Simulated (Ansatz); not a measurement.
## Electronic structure of Si₁₆H (cell with a defect) in real space

```cif
data_structure
_symmetry_space_group_name_H-M 'P 1'
_symmetry_Int_Tables_number 1
_cell_length_a 7.6792
_cell_length_b 7.6792
_cell_length_c 7.6792
_cell_angle_alpha 60.000
_cell_angle_beta 60.000
_cell_angle_gamma 60.000
_cell_volume 320.21
loop_
_atom_site_label
_atom_site_type_symbol
_atom_site_fract_x
_atom_site_fract_y
_atom_site_fract_z
_atom_site_occupancy
Si1 Si 0.00093 0.98521 0.00703 1
Si2 Si 0.12797 0.11968 0.12110 1
Si3 Si 0.00369 0.00495 0.49543 1
Si4 Si 0.12800 0.11894 0.63140 1
Si5 Si 0.99150 0.49154 0.98955 1
Si6 Si 0.10879 0.60898 0.14158 1
Si7 Si 0.99065 0.49067 0.52921 1
Si8 Si 0.13306 0.63325 0.61675 1
Si9 Si 0.50123 0.00125 0.99876 1
Si10 Si 0.62736 0.12768 0.12249 1
Si11 Si 0.50114 0.00117 0.49870 1
Si12 Si 0.62804 0.12810 0.62186 1
Si13 Si 0.48521 0.50110 0.00694 1
Si14 Si 0.61951 0.62813 0.12120 1
Si15 Si 0.50485 0.50363 0.49551 1
Si16 Si 0.61879 0.62818 0.63128 1
H1 H 0.90761 0.40807 0.84090 1
```

The SCF solution may not be the lowest one; the program warned that a starting moment wasn't kept; spin-polarised, but the moments vanished.

Level of theory: DFT PBE-D3(BJ), scalar-relativistic, plane waves, PAW in Ansatz 0.2.0.

Core electrons are frozen (PAW), and the valence fields are smoothed inside the atomic spheres.

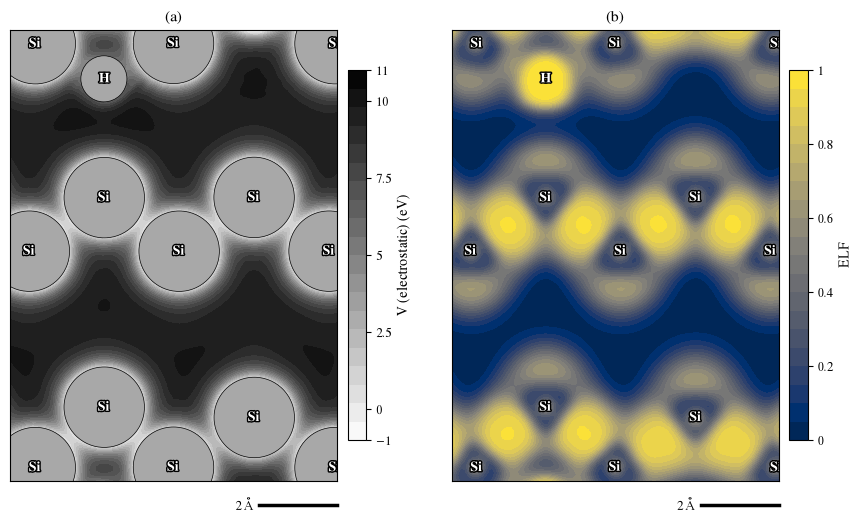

Figure 1. (a) electrostatic potential (local pseudopotential plus Hartree) felt by an electron; (b) ELF on the (11̄0) plane of the calculation cell. Grey discs cover the atomic cores in the potential map.

### Interpret the plot.

- The section cuts through Si and H sites.
- Si–H (1.97 Å): the ELF climbs to about 1 towards the hydrogen, as it does in any bond to H.
- Si–Si (2.35 Å): the ELF peaks at about 0.95 between the atoms.
- Si–Si (2.43 Å): the ELF peaks at about 0.95 between the atoms.
- Outside the cores the potential energy rises away from the atoms and is highest about 1.3 Å from the nearest atoms; its zero is arbitrary.

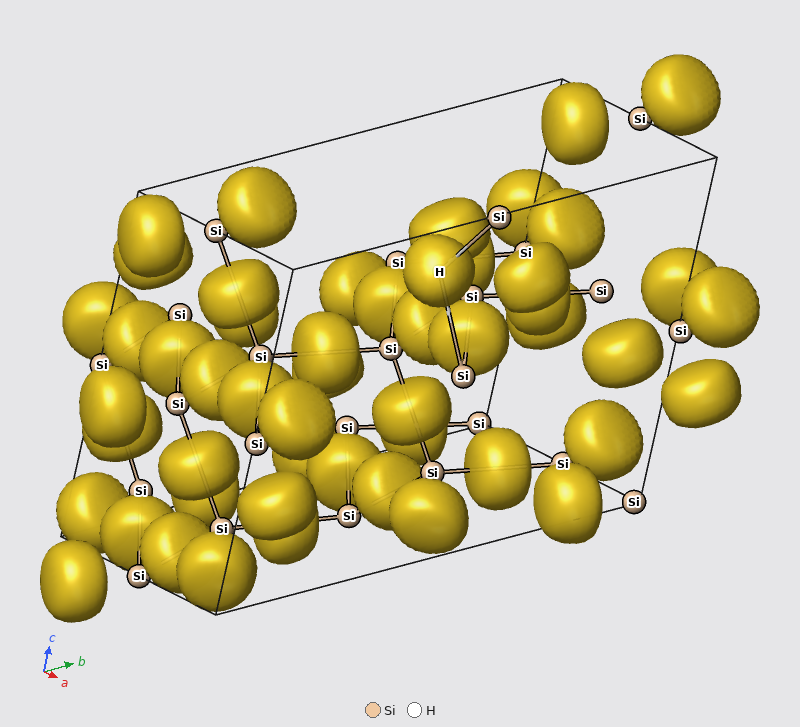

Figure 2. Isosurface of the electron localisation function at 0.8 (yellow), seen slightly off an axis. Core shells and regions of very low density are left out. Sticks mark near contacts.

### Where are the electrons localised?

At this value the surface marks out 32 regions between bonded Si–Si atoms (shared pairs) and one region around a hydrogen nucleus, counted in one cell of 17 atoms. Any copies at cell faces, edges or corners count once.


 Si–Si (2.33 Å): the ELF peaks at about 0.95 between the atoms; a shared electron pair.
